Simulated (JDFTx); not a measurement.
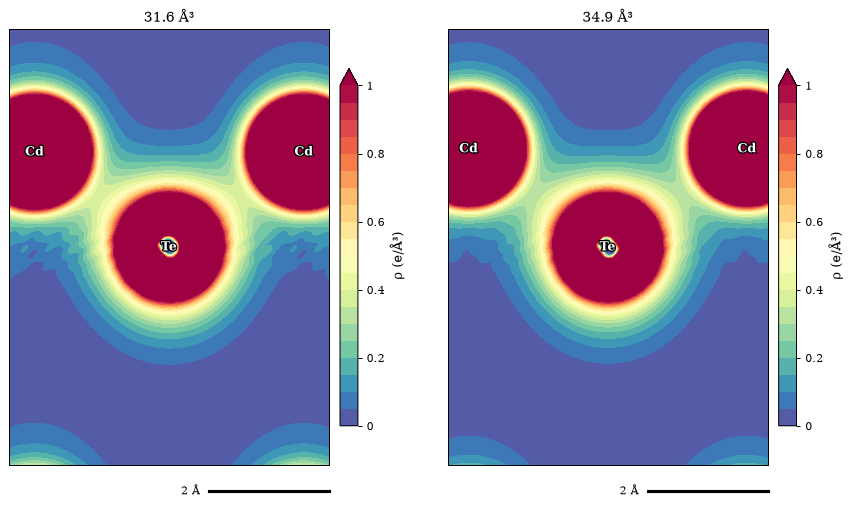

CdTe. The valence pseudo-density of cells scaled evenly to different volumes (given per atom above each panel), on the (101̄) plane of each (indices in the axes of the cell below), at one length scale and on one colour scale.

These are results of Kohn-Sham DFT of a periodic cell, r2SCAN, SG15-PBE-1.2 in JDFTx 1.7.0 (patched build), not measurements.

The density is the valence pseudo-density of a pseudopotential calculation; it isn't the true density close to the nuclei.

The largest cell:

```cif
data_structure
_symmetry_space_group_name_H-M 'P 1'
_symmetry_Int_Tables_number 1
_cell_length_a 4.6215
_cell_length_b 4.6215
_cell_length_c 4.6215
_cell_angle_alpha 60.000
_cell_angle_beta 60.000
_cell_angle_gamma 60.000
_cell_volume 69.79
loop_
_atom_site_label
_atom_site_type_symbol
_atom_site_fract_x
_atom_site_fract_y
_atom_site_fract_z
_atom_site_occupancy
Te1 Te 0.75000 0.75000 0.75000 1
Cd1 Cd 0.00000 0.00000 0.00000 1
```

| volume (Å³/atom) | Cd–Te contact in the plane (Å) | ρ at its midpoint (e/Å³) | pressure (GPa) | gap on the mesh (eV) | 
| --- | --- | --- | --- | --- |
| 31.60 | 2.738 | 0.389 | 5.3 | 1.27 | 
| 32.92 | 2.776 | ? | ? | ? | 
| 34.90 | 2.830 | 0.337 | 0.1 | 0.96 | 

Question: What values belong in the row with question marks?

Answer: Over the known rows ln ρ falls by 1.56 per Å of Cd–Te distance (the line through the two), which gives 0.367 e/Å³ at 2.776 Å; the calculation gives 0.367 e/Å³. For the pressure, a straight line in volume between the neighbouring rows gives 3.2 GPa; the calculation gives 2.9, lower because pressure rises ever faster on compression. For the gap on the mesh, a straight line in volume between the neighbouring rows gives 1.15 eV; the calculation gives 1.14.
